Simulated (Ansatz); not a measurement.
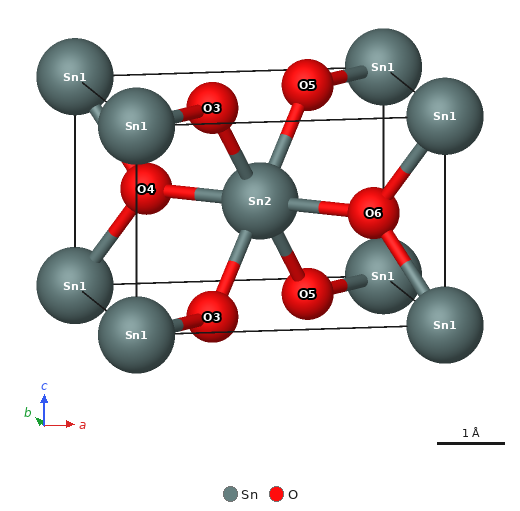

Fig. 1: The starting structure (ball-and-stick view of the cell of the calculation, seen slightly off an axis; atoms are numbered from 1 in the order of the input). Near neighbours in the crystal (not all of them lie inside the picture): Sn has 6 O at 2.05 to 2.06 Å; O has 3 Sn at 2.05 to 2.06 Å.

Run report: SnO$_{2}$, geometry relaxation (part 1 of 2)

- system: SnO$_{2}$ (P4₂/mnm, 6 atoms in the cell)
- method: DFT PBEsol, scalar-relativistic, plane waves, PAW, no spin polarisation (Ansatz 0.2.0)

The structure derives from an entry of the Crystallography Open Database. Figures and captions count atoms from 1; the log counts them from 0 in places.

Input
```yaml
crystal:
  lattice:
    - [4.738, 0.0, 0.0]
    - [0.0, 4.738, 0.0]
    - [0.0, 0.0, 3.1865]
  atoms:
    - { symbol: Sn, position: [0.0, 0.0, 0.0] }
    - { symbol: Sn, position: [0.5, 0.5, 0.5] }
    - { symbol: O, position: [0.3071, 0.3071, 0.0] }
    - { symbol: O, position: [0.1929, 0.8071, 0.5] }
    - { symbol: O, position: [0.6929, 0.6929, 0.0] }
    - { symbol: O, position: [0.8071, 0.1929, 0.5] }
basis:
  ecutwfc: 420
kpoints:
  mp_grid: { grid: [6, 6, 8] }
hamiltonian:
  xc: pbesol
scf:
  occupations: { method: gaussian, width: 0.02 }
output:
  forces: true
  stress: true
  eigenvalues: true
  write_density: true
  write_potential: true
  elf: true
  volumetric_format: npy
relax:
  adjacent_minimum: "off"
  f_tol: 0.005
  max_steps: 80
  cell: { stress_tol: 0.05 }
```

Machine: 2 threads of Intel Xeon @ 2.50GHz (Skylake/Cascade Lake), 189 GiB of memory available, shared host.

Run as:
```bash
ansatz run input.yaml --threads 2 --pin off --max-ram 5120MiB --backend cpu --events-out ev --progress --plain --runs-dir out
```

Log
```
Engine: ansatz 0.2.0, x86_64-unknown-linux-gnu
Pseudopotentials: kind: paw
Pseudopotential: Sn, paw, valence charge 14, recommended cutoff 420 eV (normal), Sn.paw.azcp
Pseudopotential: O, paw, valence charge 6, recommended cutoff 420 eV (normal), O.paw.azcp
Functional definition: PBEsol
  exchange = pbesol_x
  correlation = pbesol_c
Crystal: 6 atoms, lattice volume = 71.533 Å³
Basis set: ecut = 420 eV, 1411 PW (Γ), exchange–correlation on 64×64×48 points (8 copies of the dense FFT grid, shifted against one another)
Bands: 32, of which v1, the nominal top of the filled ones, is band 26 counted from 1 (25 counted from 0)
Symmetry: 16 space group operations
Space group: P42/mnm (ITA 136), of the structure as read, at distance tolerance 4.2e-5 Å
k-points: 50 of 288
Non-local potential: Sn, projectors of the file, l = 0: 2, l = 1: 2, l = 2: 2, l = 3: 2
Non-local potential: O, projectors of the file, l = 0: 2, l = 1: 2, l = 2: 1
PAW form: soft (Blöchl's): semilocal exchange-correlation on the pseudo side does not see the compensation charge
PAW frozen core: Sn, regenerated for the run's functional, and the local potential with it (the file was generated under x = pbe(κ = 0.804, μ = 0.2195149727645171), c = pbe(β = 0.06672455060314922))
PAW frozen core: O, regenerated for the run's functional, and the local potential with it (the file was generated under x = pbe(κ = 0.804, μ = 0.2195149727645171), c = pbe(β = 0.06672455060314922))
PAW one-centre angular grid: Sn, 590 points (default); XC on 64 Gauss nodes
PAW one-centre angular grid: O, 110 points (default); XC on 64 Gauss nodes
Initial density: superposition of atomic densities (neutral atoms: chi_scale 0, normalization atom), corrected by the library's trained network
Initial wavefunctions: pseudopotential atomic-orbital guess
Functional: x = pbesol(κ = 0.804, μ = 0.12345679012345678), c = pbesol(β = 0.046)
SCF iter   1: F=—  HF=-14143.084903 eV  |F-HF|=—  |Δ(HF+E_count)|=         —  Δρ=1.60e-2  dr2=1.45e-1  ethr=1.77e-3  ⟨swp⟩=6.3  Hψ=7124  notcnv=0
preconditioner: auto → Resta (q_TF=auto, 2.587 Å⁻¹)  ε∞=3.6  [insulator: Δε(μ)=1.045 eV  Ē_g=19.571 eV  σ=0.020 eV  W_gap=1.00  n_scr=18 (ndim 8)  ℏωp=31.7 eV  f_vac=0.027  D(μ)=0.00/eV (n_scr^D=0)  ε∞_Penn≈3.6]
SCF iter   2: F=—  HF=-14143.043594 eV  |F-HF|=—  |Δ(HF+E_count)|=   4.13e-2  Δρ=2.55e-3  dr2=2.17e-3  ethr=2.78e-4  ⟨swp⟩=2.1  Hψ=2705  notcnv=0  defer=90
SCF iter   3: F=—  HF=-14143.043360 eV  |F-HF|=—  |Δ(HF+E_count)|=   2.34e-4  Δρ=1.21e-3  dr2=6.15e-4  ethr=4.17e-6  ⟨swp⟩=2.0  Hψ=3018  notcnv=0  defer=90
SCF iter   4: F=—  HF=-14143.043404 eV  |F-HF|=—  |Δ(HF+E_count)|=   4.44e-5  Δρ=3.90e-4  dr2=8.65e-5  ethr=1.18e-6  ⟨swp⟩=1.0  Hψ=1510  notcnv=0  defer=90
SCF iter   5: F=—  HF=-14143.043345 eV  |F-HF|=—  |Δ(HF+E_count)|=   5.96e-5  Δρ=5.72e-5  dr2=2.83e-6  ethr=1.66e-7  ⟨swp⟩=3.0  Hψ=3124  notcnv=0  defer=90
SCF iter   6: F=-14143.043347 eV  HF=-14143.043347 eV  |F-HF|=6.93e-9  |Δ(HF+E_count)|=   1.92e-6  Δρ=8.46e-6  dr2=4.98e-8  ethr=1.92e-10  ⟨swp⟩=12.3  Hψ=12443  notcnv=0
SCF 1 converged in 6 iterations: F = -14143.043347 eV  dr2 = 4.98e-8
  greatest PAW one-centre occupation: 0.997 electrons in one spin orbital (limit 2), on the Sn atom at site 1 (counted from 0), in its partial waves of l = 2
relax step   1: F+E_penalty+E_count = -14143.04334678 eV  Δ(F+E_penalty+E_count) = +0.000e0 eV  max|allowed force component| = 1.487e-1 eV/Å  Δτ_max = 0.0000 Å  P = +4.697 GPa  Ω = 71.533 Å³  (6 SCF iters, dr2 threshold 1.00e-7 eV, accepted)
Crystal: 6 atoms, lattice volume = 73.013 Å³
Basis set: ecut = 420 eV, 1435 PW (Γ), exchange–correlation on 64×64×48 points (8 copies of the dense FFT grid, shifted against one another)
Initial density: handed on by an earlier stage of this run
Initial wavefunctions: those handed on with the density
iter 1 solved again at ethr=1.87e-5 eV; its pass at ethr=3.10e-3 eV (dr2=9.71e-3 eV) is discarded
SCF iter   1: F=—  HF=-14143.061343 eV  |F-HF|=—  |Δ(HF+E_count)|=         —  Δρ=4.06e-3  dr2=9.68e-3  ethr=1.87e-5  ⟨swp⟩=2.4  Hψ=8282  notcnv=0
preconditioner: auto → Resta (q_TF=auto, 2.578 Å⁻¹)  ε∞=3.6  [insulator: Δε(μ)=0.925 eV  Ē_g=19.395 eV  σ=0.020 eV  W_gap=1.00  n_scr=18 (ndim 8)  ℏωp=31.3 eV  f_vac=0.029  D(μ)=0.00/eV (n_scr^D=0)  ε∞_Penn≈3.6]
SCF iter   2: F=—  HF=-14143.058603 eV  |F-HF|=—  |Δ(HF+E_count)|=   2.74e-3  Δρ=1.22e-3  dr2=8.96e-4  ethr=1.86e-5  ⟨swp⟩=2.0  Hψ=2490  notcnv=0
SCF iter   3: F=—  HF=-14143.058437 eV  |F-HF|=—  |Δ(HF+E_count)|=   1.66e-4  Δρ=5.67e-4  dr2=2.53e-4  ethr=1.72e-6  ⟨swp⟩=2.0  Hψ=2594  notcnv=0
SCF iter   4: F=—  HF=-14143.058360 eV  |F-HF|=—  |Δ(HF+E_count)|=   7.76e-5  Δρ=1.06e-4  dr2=1.18e-5  ethr=4.86e-7  ⟨swp⟩=2.7  Hψ=2811  notcnv=0
SCF iter   5: F=—  HF=-14143.058363 eV  |F-HF|=—  |Δ(HF+E_count)|=   3.18e-6  Δρ=3.62e-5  dr2=7.60e-7  ethr=2.26e-8  ⟨swp⟩=3.0  Hψ=3059  notcnv=0
SCF iter   6: F=-14143.058364 eV  HF=-14143.058364 eV  |F-HF|=2.17e-8  |Δ(HF+E_count)|=   7.09e-7  Δρ=4.93e-6  dr2=1.80e-8  ethr=1.15e-9  ⟨swp⟩=9.9  Hψ=11107  notcnv=0
SCF 2 converged in 6 iterations: F = -14143.058364 eV  dr2 = 1.80e-8
  greatest PAW one-centre occupation: 0.996 electrons in one spin orbital (limit 2), on the Sn atom at site 1 (counted from 0), in its partial waves of l = 2
relax step   2: F+E_penalty+E_count = -14143.05836354 eV  Δ(F+E_penalty+E_count) = -1.502e-2 eV  max|allowed force component| = 1.046e-2 eV/Å  Δτ_max = 0.0055 Å  P = +0.085 GPa  Ω = 73.013 Å³  energy of the carried Pulay correction = -8.166e-3 eV  (6 SCF iters, dr2 threshold 6.00e-7 eV, accepted)
Crystal: 6 atoms, lattice volume = 73.035 Å³
iter 1 solved again at ethr=1.12e-7 eV; its pass at ethr=3.10e-3 eV (dr2=5.81e-5 eV) is discarded
SCF iter   1: F=—  HF=-14143.058683 eV  |F-HF|=—  |Δ(HF+E_count)|=         —  Δρ=4.56e-4  dr2=6.08e-5  ethr=1.12e-7  ⟨swp⟩=3.0  Hψ=8727  notcnv=0
preconditioner: auto → Resta (q_TF=auto, 2.578 Å⁻¹)  ε∞=3.6  [insulator: Δε(μ)=0.925 eV  Ē_g=19.399 eV  σ=0.020 eV  W_gap=1.00  n_scr=18 (ndim 8)  ℏωp=31.3 eV  f_vac=0.026  D(μ)=0.00/eV (n_scr^D=0)  ε∞_Penn≈3.6]
SCF iter   2: F=—  HF=-14143.058621 eV  |F-HF|=—  |Δ(HF+E_count)|=   6.25e-5  Δρ=2.27e-4  dr2=1.57e-5  ethr=1.12e-7  ⟨swp⟩=2.3  Hψ=2318  notcnv=0
SCF iter   3: F=—  HF=-14143.058620 eV  |F-HF|=—  |Δ(HF+E_count)|=   6.36e-7  Δρ=7.20e-5  dr2=2.68e-6  ethr=3.03e-8  ⟨swp⟩=2.1  Hψ=2401  notcnv=0
SCF iter   4: F=-14143.058620 eV  HF=-14143.058620 eV  |F-HF|=2.32e-8  |Δ(HF+E_count)|=   2.60e-7  Δρ=1.59e-5  dr2=8.53e-8  ethr=1.15e-9  ⟨swp⟩=11.0  Hψ=12502  notcnv=0
SCF 3 converged in 4 iterations: F = -14143.058620 eV  dr2 = 8.53e-8
relax step   3: F+E_penalty+E_count = -14143.05861983 eV  Δ(F+E_penalty+E_count) = -2.563e-4 eV  max|allowed force component| = 2.845e-2 eV/Å  Δτ_max = 0.0018 Å  P = -0.083 GPa  Ω = 73.035 Å³  energy of the carried Pulay correction = -8.285e-3 eV  (4 SCF iters, dr2 threshold 6.00e-7 eV, accepted)
Crystal: 6 atoms, lattice volume = 73.009 Å³
iter 1 solved again at ethr=2.62e-8 eV; its pass at ethr=3.10e-3 eV (dr2=1.36e-5 eV) is discarded
SCF iter   1: F=—  HF=-14143.058955 eV  |F-HF|=—  |Δ(HF+E_count)|=         —  Δρ=2.22e-4  dr2=1.40e-5  ethr=2.62e-8  ⟨swp⟩=2.7  Hψ=7882  notcnv=0
preconditioner: auto → Resta (q_TF=auto, 2.578 Å⁻¹)  ε∞=3.6  [insulator: Δε(μ)=0.928 eV  Ē_g=19.404 eV  σ=0.020 eV  W_gap=1.00  n_scr=18 (ndim 8)  ℏωp=31.3 eV  f_vac=0.026  D(μ)=0.00/eV (n_scr^D=0)  ε∞_Penn≈3.6]
SCF iter   2: F=—  HF=-14143.058904 eV  |F-HF|=—  |Δ(HF+E_count)|=   5.05e-5  Δρ=1.14e-4  dr2=3.81e-6  ethr=2.62e-8  ⟨swp⟩=1.8  Hψ=2117  notcnv=0
SCF iter   3: F=—  HF=-14143.058903 eV  |F-HF|=—  |Δ(HF+E_count)|=   7.93e-7  Δρ=2.83e-5  dr2=4.24e-7  ethr=7.33e-9  ⟨swp⟩=2.0  Hψ=2200  notcnv=0
SCF iter   4: F=-14143.058903 eV  HF=-14143.058903 eV  |F-HF|=1.62e-9  |Δ(HF+E_count)|=   1.08e-7  Δρ=5.98e-6  dr2=1.09e-8  ethr=9.73e-11  ⟨swp⟩=7.1  Hψ=10902  notcnv=0
SCF 4 converged in 4 iterations: F = -14143.058903 eV  dr2 = 1.09e-8
relax step   4: F+E_penalty+E_count = -14143.05890322 eV  Δ(F+E_penalty+E_count) = -2.834e-4 eV  max|allowed force component| = 1.058e-2 eV/Å  Δτ_max = 0.0013 Å  P = -0.031 GPa  Ω = 73.009 Å³  energy of the carried Pulay correction = -8.144e-3 eV  (4 SCF iters, dr2 threshold 5.06e-8 eV, accepted)
Crystal: 6 atoms, lattice volume = 72.987 Å³
iter 1 solved again at ethr=8.79e-9 eV; its pass at ethr=3.10e-3 eV (dr2=4.57e-6 eV) is discarded
SCF iter   1: F=—  HF=-14143.059098 eV  |F-HF|=—  |Δ(HF+E_count)|=         —  Δρ=1.19e-4  dr2=5.26e-6  ethr=8.79e-9  ⟨swp⟩=2.4  Hψ=7862  notcnv=0
preconditioner: auto → Resta (q_TF=auto, 2.578 Å⁻¹)  ε∞=3.6  [insulator: Δε(μ)=0.928 eV  Ē_g=19.406 eV  σ=0.020 eV  W_gap=1.00  n_scr=18 (ndim 8)  ℏωp=31.3 eV  f_vac=0.025  D(μ)=0.00/eV (n_scr^D=0)  ε∞_Penn≈3.6]
SCF iter   2: F=—  HF=-14143.059052 eV  |F-HF|=—  |Δ(HF+E_count)|=   4.59e-5  Δρ=6.43e-5  dr2=1.61e-6  ethr=8.79e-9  ⟨swp⟩=1.1  Hψ=1625  notcnv=0
SCF iter   3: F=—  HF=-14143.059051 eV  |F-HF|=—  |Δ(HF+E_count)|=   3.85e-7  Δρ=1.46e-5  dr2=1.13e-7  ethr=3.09e-9  ⟨swp⟩=2.0  Hψ=2200  notcnv=0
SCF iter   4: F=-14143.059051 eV  HF=-14143.059051 eV  |F-HF|=7.64e-10  |Δ(HF+E_count)|=   2.79e-8  Δρ=3.20e-6  dr2=2.97e-9  ethr=1.78e-11  ⟨swp⟩=6.9  Hψ=10257  notcnv=0
SCF 5 converged in 4 iterations: F = -14143.059051 eV  dr2 = 2.97e-9
  greatest PAW one-centre occupation: 0.996 electrons in one spin orbital (limit 2), on the Sn atom at site 0 (counted from 0), in its partial waves of l = 2
relax step   5: F+E_penalty+E_count = -14143.05905139 eV  Δ(F+E_penalty+E_count) = -1.482e-4 eV  max|allowed force component| = 3.865e-5 eV/Å  Δτ_max = 0.0007 Å  P = -0.001 GPa  Ω = 72.987 Å³  energy of the carried Pulay correction = -8.024e-3 eV  (4 SCF iters, dr2 threshold 9.26e-9 eV, accepted)
Initial wavefunctions: pseudopotential atomic-orbital guess (no wavefunctions were taken with the density)
iter 1 solved again at ethr=2.46e-8 eV; its pass at ethr=3.10e-3 eV (dr2=1.28e-5 eV) is discarded
SCF iter   1: F=—  HF=-14143.067708 eV  |F-HF|=—  |Δ(HF+E_count)|=         —  Δρ=2.41e-4  dr2=4.27e-6  ethr=2.46e-8  ⟨swp⟩=3.7  Hψ=11865  notcnv=0
preconditioner: auto → Resta (q_TF=auto, 2.578 Å⁻¹)  ε∞=3.6  [insulator: Δε(μ)=0.928 eV  Ē_g=19.405 eV  σ=0.020 eV  W_gap=1.00  n_scr=18 (ndim 8)  ℏωp=31.3 eV  f_vac=0.025  D(μ)=0.00/eV (n_scr^D=0)  ε∞_Penn≈3.6]
SCF iter   2: F=—  HF=-14143.067740 eV  |F-HF|=—  |Δ(HF+E_count)|=   3.18e-5  Δρ=1.18e-4  dr2=1.12e-6  ethr=8.21e-9  ⟨swp⟩=2.0  Hψ=2206  notcnv=0
SCF iter   3: F=—  HF=-14143.067764 eV  |F-HF|=—  |Δ(HF+E_count)|=   2.39e-5  Δρ=3.42e-5  dr2=9.29e-8  ethr=2.16e-9  ⟨swp⟩=2.4  Hψ=2220  notcnv=0
SCF iter   4: F=—  HF=-14143.067765 eV  |F-HF|=—  |Δ(HF+E_count)|=   1.68e-6  Δρ=1.64e-6  dr2=6.22e-10  ethr=1.79e-10  ⟨swp⟩=2.0  Hψ=2400  notcnv=0
SCF iter   5: F=-14143.067765 eV  HF=-14143.067765 eV  |F-HF|=2.00e-11  |Δ(HF+E_count)|=   2.97e-9  Δρ=2.32e-7  dr2=1.72e-11  ethr=1.00e-12  ⟨swp⟩=7.0  Hψ=8078  notcnv=0
SCF 6 converged in 5 iterations: F = -14143.067765 eV  dr2 = 1.72e-11
relax step   6: F+E_penalty+E_count = -14143.06776546 eV  Δ(F+E_penalty+E_count) = -8.714e-3 eV  max|allowed force component| = 1.216e-4 eV/Å  Δτ_max = 0.0000 Å  P = +0.176 GPa  Ω = 72.987 Å³  stress off target by 1.81e-1 GPa  SCF on the basis re-selected at this cell (its energy is not comparable with the rows above)  (5 SCF iters)
basis re-selected at this cell: Δ(F+E_penalty+E_count) = -8.714e-3 eV, ΔP = +0.177 GPa vs the last step (what re-selecting the basis moved, of the pressure what is left beyond the Pulay correction that the steps carried, after the strain that the cell walked since its last selection, with what the two solves' SCF thresholds leave and, on support functions, any second-order correction that the steps lacked; it is no measure of the basis error at this ecutwfc). This SCF's stress stands 1.81e-1 GPa from its target on what of the cell is left free (relax.cell.stress_tol is 5.00e-2 GPa) and its largest allowed force component is 1.22e-4 eV/Å (relax.f_tol is 5.00e-3 eV/Å): not within both, so this SCF does not close the relaxation
Crystal: 6 atoms, lattice volume = 73.053 Å³
iter 1 solved again at ethr=2.79e-8 eV; its pass at ethr=3.10e-3 eV (dr2=1.45e-5 eV) is discarded
SCF iter   1: F=—  HF=-14143.067489 eV  |F-HF|=—  |Δ(HF+E_count)|=         —  Δρ=1.58e-4  dr2=1.47e-5  ethr=2.79e-8  ⟨swp⟩=2.0  Hψ=7827  notcnv=0
preconditioner: auto → Resta (q_TF=auto, 2.578 Å⁻¹)  ε∞=3.6  [insulator: Δε(μ)=0.919 eV  Ē_g=19.397 eV  σ=0.020 eV  W_gap=1.00  n_scr=18 (ndim 8)  ℏωp=31.3 eV  f_vac=0.025  D(μ)=0.00/eV (n_scr^D=0)  ε∞_Penn≈3.6]
SCF iter   2: F=—  HF=-14143.067440 eV  |F-HF|=—  |Δ(HF+E_count)|=   4.90e-5  Δρ=4.73e-5  dr2=1.28e-6  ethr=2.79e-8  ⟨swp⟩=2.0  Hψ=2191  notcnv=0
SCF iter   3: F=—  HF=-14143.067440 eV  |F-HF|=—  |Δ(HF+E_count)|=   1.49e-7  Δρ=2.22e-5  dr2=3.47e-7  ethr=2.45e-9  ⟨swp⟩=2.3  Hψ=2189  notcnv=0
SCF iter   4: F=-14143.067440 eV  HF=-14143.067440 eV  |F-HF|=3.55e-9  |Δ(HF+E_count)|=   1.43e-8  Δρ=4.22e-6  dr2=1.83e-8  ethr=1.58e-10  ⟨swp⟩=6.8  Hψ=10601  notcnv=0
SCF 7 converged in 4 iterations: F = -14143.067440 eV  dr2 = 1.83e-8
relax step   7: F+E_penalty+E_count = -14143.06744024 eV  Δ(F+E_penalty+E_count) = +3.252e-4 eV  max|allowed force component| = 1.307e-5 eV/Å  Δτ_max = 0.0001 Å  P = +0.006 GPa  Ω = 73.053 Å³  energy of the carried Pulay correction = -3.632e-4 eV  (4 SCF iters, dr2 threshold 8.22e-8 eV, accepted)
iter 1 solved again at ethr=1.82e-8 eV; its pass at ethr=3.10e-3 eV (dr2=9.45e-6 eV) is discarded
SCF iter   1: F=—  HF=-14143.067794 eV  |F-HF|=—  |Δ(HF+E_count)|=         —  Δρ=1.14e-5  dr2=2.34e-8  ethr=1.82e-8  ⟨swp⟩=3.7  Hψ=11897  notcnv=0
preconditioner: auto → Resta (q_TF=auto, 2.578 Å⁻¹)  ε∞=3.6  [insulator: Δε(μ)=0.919 eV  Ē_g=19.398 eV  σ=0.020 eV  W_gap=1.00  n_scr=18 (ndim 8)  ℏωp=31.3 eV  f_vac=0.025  D(μ)=0.00/eV (n_scr^D=0)  ε∞_Penn≈3.6]
SCF iter   2: F=—  HF=-14143.067751 eV  |F-HF|=—  |Δ(HF+E_count)|=   4.23e-5  Δρ=6.04e-6  dr2=1.01e-8  ethr=4.49e-11  ⟨swp⟩=3.0  Hψ=3197  notcnv=0
SCF iter   3: F=—  HF=-14143.067751 eV  |F-HF|=—  |Δ(HF+E_count)|=   6.26e-8  Δρ=1.63e-6  dr2=1.33e-9  ethr=1.94e-11  ⟨swp⟩=2.2  Hψ=2198  notcnv=0
SCF iter   4: F=—  HF=-14143.067751 eV  |F-HF|=—  |Δ(HF+E_count)|=  2.36e-10  Δρ=7.91e-7  dr2=1.30e-10  ethr=2.55e-12  ⟨swp⟩=2.0  Hψ=2195  notcnv=0
SCF iter   5: F=-14143.067751 eV  HF=-14143.067751 eV  |F-HF|=3.64e-12  |Δ(HF+E_count)|=  4.37e-10  Δρ=2.14e-7  dr2=2.22e-11  ethr=1.00e-12  ⟨swp⟩=6.4  Hψ=7403  notcnv=0
SCF 8 converged in 5 iterations: F = -14143.067751 eV  dr2 = 2.22e-11
relax step   8: F+E_penalty+E_count = -14143.06775145 eV  Δ(F+E_penalty+E_count) = -3.112e-4 eV  max|allowed force component| = 2.127e-5 eV/Å  Δτ_max = 0.0000 Å  P = +0.009 GPa  Ω = 73.053 Å³  stress off target by 1.11e-2 GPa  SCF on the basis re-selected at this cell (its energy is not comparable with the rows above)  (5 SCF iters)
```

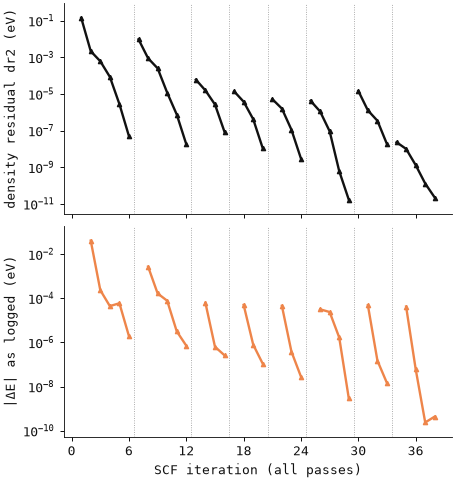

Fig. 2: Convergence of the self-consistent field: density residual dr2 and size of the energy change against the SCF iteration. The dotted lines part the SCF passes of the relaxation: geometry steps, rejected trials and re-solves on a re-selected basis. The 8 passes take 4 to 6 iterations each, 38 in all.

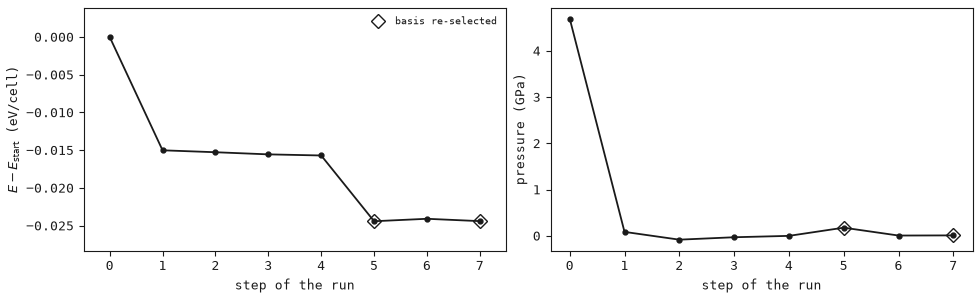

Fig. 3: Progress of the relaxation, step by step (the first geometry is step 0 here and step 1 in the log).
